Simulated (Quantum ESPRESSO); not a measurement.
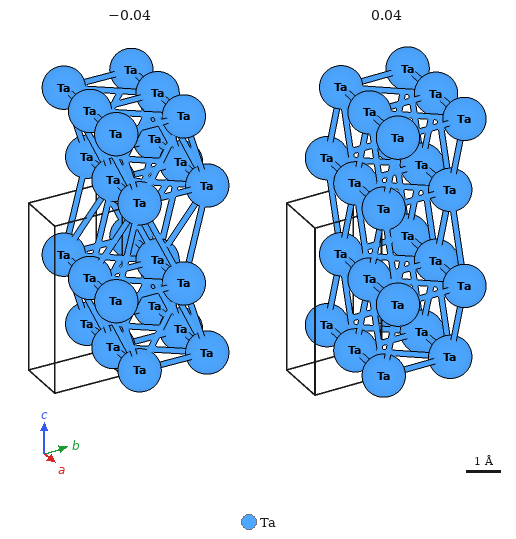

Solid Ta (set up in Cmcm), held at several strains, with the atoms relaxed (per unit of the tabulated number the cell is strained by 1.0 along a). The picture shows the first and the last member. The picture is a ball-and-stick view of the cell of the calculation, repeated 3 × 2 × 2 with one cell outlined, seen slightly off an axis.

Computed with Quantum ESPRESSO 7.5: PBEsol, GBRV 1.5 PBEsol. (plane-wave cutoff 761.9 eV; k-point mesh 11 × 11 × 5; occupations fermi-dirac; smearing width 0.05 eV; no spin polarisation)

| strain | energy (meV/atom) |
| --- | --- |
| −0.04 | −28.89 |
| −0.02 | ? |
| −0.01 | −15.72 |
| 0 | 0.00 |
| 0.04 | −126.12 |

### One row is withheld. What does the calculation give there?

A parabola through three neighbouring rows (−0.04, −0.01, 0) gives, with Lagrange weights, (0.1667)(−28.89) + (1.3333)(−15.72) + (−0.5000)(0.00) = −25.78 meV/atom. The calculation gives −23.63 meV/atom. The estimate is 2.15 meV/atom too low. The lowest tabulated energy lies at 0.04, so the unstrained cell isn't a minimum along this strain at this level. From the first member to the last: Ta–Ta 2.927 → 3.603 Å, Ta–Ta 2.784 → 3.016 Å, Ta–Ta 3.147 → 2.991 Å.

The whole series:

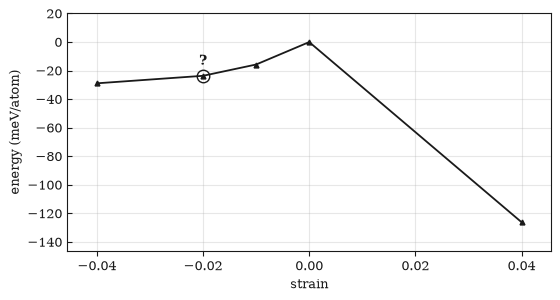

Each member starts from this one structure; whether another phase lies lower wasn't checked.
